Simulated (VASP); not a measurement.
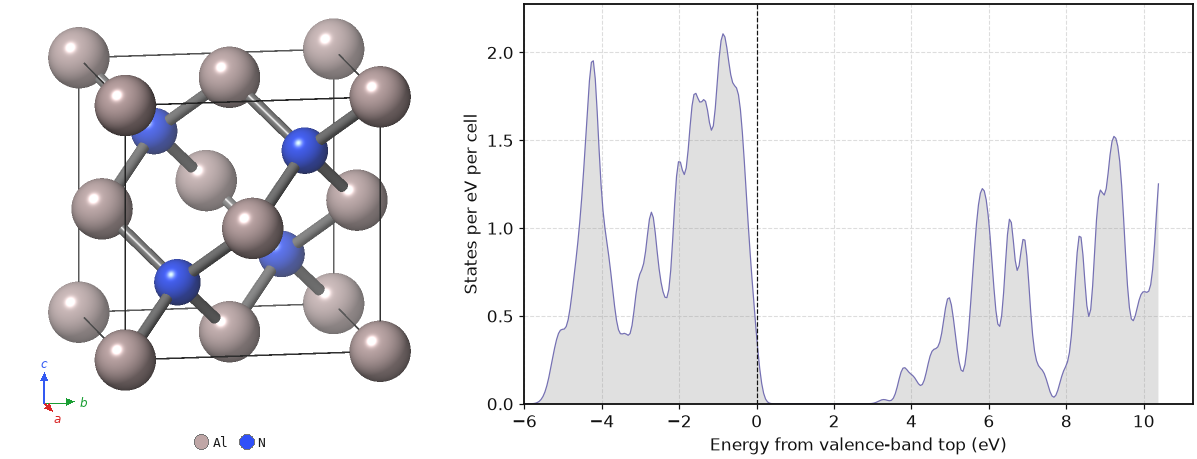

Density of states, beside the structure. Energies are counted from the top of the valence band. The curve is built from the levels of the k mesh with Gaussians 0.3 eV wide, which also blur the band edges.

This input was run:

INCAR:
```
ENCUT = 520.000000
SIGMA = 0.020000
EDIFF = 1.00e-07
GGA = PE
PREC = Accurate
IBRION = -1
ISIF = 2
ISMEAR = -1
NBANDS = 11
NELM = 120
NSW = 0
LASPH = .TRUE.
LCHARG = .TRUE.
LELF = .TRUE.
LWAVE = .FALSE.
LREAL = .FALSE.
```

KPOINTS:
```
KPOINTS created by Atomic Simulation Environment
0
Gamma
10 10 10
0 0 0
```

POSCAR:
```
Al N
 1.0000000000000000
     0.0000000000000000    2.2571958303000002    2.2571958303000002
     2.2571958303000002    0.0000000000000000    2.2571958303000002
     2.2571958303000002    2.2571958303000002    0.0000000000000000
 Al  N
   1   1
Cartesian
  0.0000000000000000  0.0000000000000000  0.0000000000000000
  1.1285979151500001  1.1285979151500001  1.1285979151500001
```

Run as:
```bash
mpirun -np 1 vasp_std
```

System: AlN, space group F-43m, 2 atoms in the cell, zincblende type, hydrostatic strain +3.3%.

VASP 6.6.1; DFT, PBE, plane waves, PAW, 10×10×10 k mesh, 520 eV cutoff, Fermi-Dirac smearing of 0.02 eV.

Metal or insulator, going by the density of states?

Answer. There is a gap; over the k points computed it is 3.26 eV (indirect; the smallest direct gap is 3.35 eV).

The cell is at −13 GPa in this functional.
